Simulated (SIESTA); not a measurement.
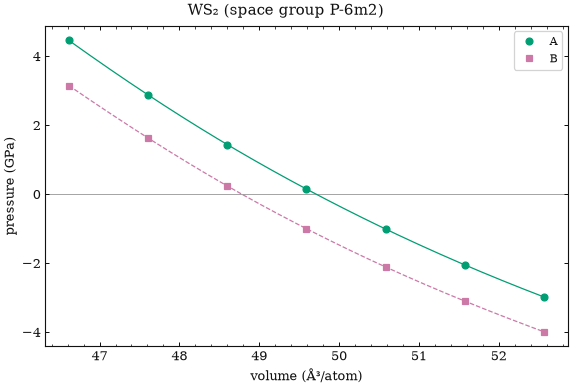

Plotted: pressure against volume, with one curve for each functional, for WS₂ (space group P-6m2). The labels are replaced by letters. In alphabetical order the cases are: LDA; PBEsol.

How it was computed, with SIESTA 5.4.2: DFT in numerical atomic orbitals with pseudopotentials, no spin polarisation; energies at scaled volumes of the given cell, shape and fractions fixed, counted from the fit's minimum, third-order Birch-Murnaghan fit. All runs: no spin polarisation.

```tsv
setting	value
k mesh	10×10×2
occupations	Fermi–Dirac
smearing width	0.05 eV
potentials	PseudoDojo 0.4 standard, converted to PSML, two zetas on semicore shells
```

Which letter stands for which functional?

A: PBEsol; B: LDA.

Keep in mind: mulliken charges of long orbitals; short basis over semicore shells; shape and atomic fractions are frozen while scaling, which makes layered, chain and framework solids too stiff.
